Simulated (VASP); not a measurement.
# Geometry relaxation of PtS₂ (part 4 of 4)

Continued. System: PtS₂ (P-3m1, 3 atoms in the cell). Method: Kohn-Sham DFT of a periodic cell, BLYP with D3(BJ), VASP PAW PBE potentials, recommended, no spin polarisation (VASP 6.6.1); cutoff 600 eV, 9×9×5 k-mesh, fermi-dirac of 0.05 eV. The structure derives from an entry of the Crystallography Open Database.

Geometry of the input (Å; fractional positions):
```
3.5432  0.0000  0.0000
-1.7716  3.0685  0.0000
0.0000  0.0000  5.0388
Pt 0.0000  0.0000  0.0000
S  0.6667  0.3333  0.7730
S  0.3333  0.6667  0.2270
```

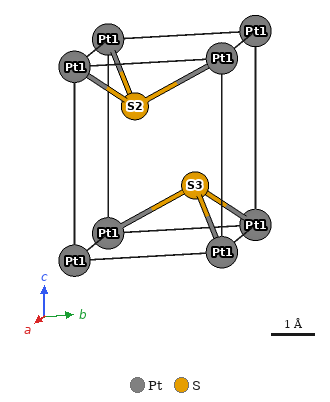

Figure 1. The geometry at step 14 of the log (ball-and-stick view of the cell of the calculation, seen slightly off an axis; atoms are numbered from 1 in the order of the input).

**Trajectory as extended XYZ, continued**
```
3
Lattice="3.5942 -0.0000 0.0000 -1.7971 3.1127 -0.0000 0.0000 -0.0000 4.6311" Properties=species:S:1:pos:R:3:forces:R:3 step=10 energy=-15.98873
Pt   -1.7971    3.1127    0.0000    0.0000   0.0000   0.0000
S     1.7971    1.0376    3.3904    0.0000   0.0000   0.1214
S     0.0000    2.0751    1.2406    0.0000   0.0000  -0.1214
3
Lattice="3.5941 -0.0000 0.0000 -1.7970 3.1125 -0.0000 0.0000 -0.0000 4.6293" Properties=species:S:1:pos:R:3:forces:R:3 step=11 energy=-15.98874
Pt    0.0000    0.0000    4.6293    0.0000   0.0000   0.0000
S     1.7970    1.0375    3.3891    0.0000   0.0000   0.1153
S     0.0000    2.0750    1.2401    0.0000   0.0000  -0.1153
3
Lattice="3.6148 -0.0000 0.0000 -1.8074 3.1305 -0.0000 0.0000 -0.0000 4.6043" Properties=species:S:1:pos:R:3:forces:R:3 step=12 energy=-15.99092
Pt   -1.8074    3.1305    0.0000    0.0000   0.0000   0.0000
S     1.8074    1.0435    3.3796    0.0000   0.0000   0.0426
S     0.0000    2.0870    1.2247    0.0000   0.0000  -0.0426
3
Lattice="3.6117 -0.0000 0.0000 -1.8059 3.1278 -0.0000 0.0000 -0.0000 4.6081" Properties=species:S:1:pos:R:3:forces:R:3 step=13 energy=-15.99099
Pt    0.0000    0.0000    0.0000    0.0000   0.0000   0.0000
S     1.8059    1.0426    3.3810    0.0000   0.0000   0.0540
S     0.0000    2.0852    1.2270    0.0000   0.0000  -0.0540
3
Lattice="3.6081 -0.0000 0.0000 -1.8041 3.1247 0.0000 0.0000 -0.0000 4.6060" Properties=species:S:1:pos:R:3:forces:R:3 step=14 energy=-15.99092
Pt    3.6081    0.0000    0.0000    0.0000   0.0000   0.0000
S     1.8041    1.0416    3.3846    0.0000   0.0000  -0.0413
S     0.0000    2.0831    1.2214    0.0000   0.0000   0.0413
3
Lattice="3.6101 -0.0000 0.0000 -1.8050 3.1264 -0.0000 0.0000 -0.0000 4.6071" Properties=species:S:1:pos:R:3:forces:R:3 step=15 energy=-15.99115
Pt    0.0000    0.0000    0.0000    0.0000   0.0000   0.0000
S     1.8050    1.0421    3.3827    0.0000   0.0000   0.0101
S     0.0000    2.0843    1.2244    0.0000   0.0000  -0.0101
3
Lattice="3.6110 0.0000 0.0000 -1.8055 3.1273 0.0000 0.0000 -0.0000 4.6167" Properties=species:S:1:pos:R:3:forces:R:3 step=16 energy=-15.99136
Pt    0.0000    0.0000    0.0000    0.0000   0.0000   0.0000
S     1.8055    1.0424    3.3927    0.0000   0.0000  -0.0017
S     0.0000    2.0848    1.2240    0.0000   0.0000   0.0017
3
Lattice="3.6118 0.0000 0.0000 -1.8059 3.1279 0.0000 0.0000 -0.0000 4.6240" Properties=species:S:1:pos:R:3:forces:R:3 step=17 energy=-15.99141
Pt    0.0000    0.0000    0.0000    0.0000   0.0000   0.0000
S     1.8059    1.0426    3.4003    0.0000   0.0000  -0.0105
S     0.0000    2.0853    1.2236    0.0000   0.0000   0.0105
```

**Key numbers**

| quantity | value |
| --- | --- |
| outcome | converged |
| space group (tolerance 0.01 Å) | P-3m1 (164) |
| electrons treated | 22 |
| free energy | −15.9914 eV |
| dispersion energy | −2.9629 eV |
| Fermi energy | 8.220 eV |
| gap on the k-point mesh | none (metallic) |
| pressure | −0.03 GPa |
| final volume | 52.24 Å³ |
| largest force (length of the vector) at the end | 0.011 eV/Å |
| final cell | a = 3.612 Å, b = 3.612 Å, c = 4.624 Å, α = 90.00°, β = 90.00°, γ = 120.00° |
| wall time | 6.1 min |
| peak memory | 0.24 GiB |

Spin–orbit coupling is left out, which matters for Pt.
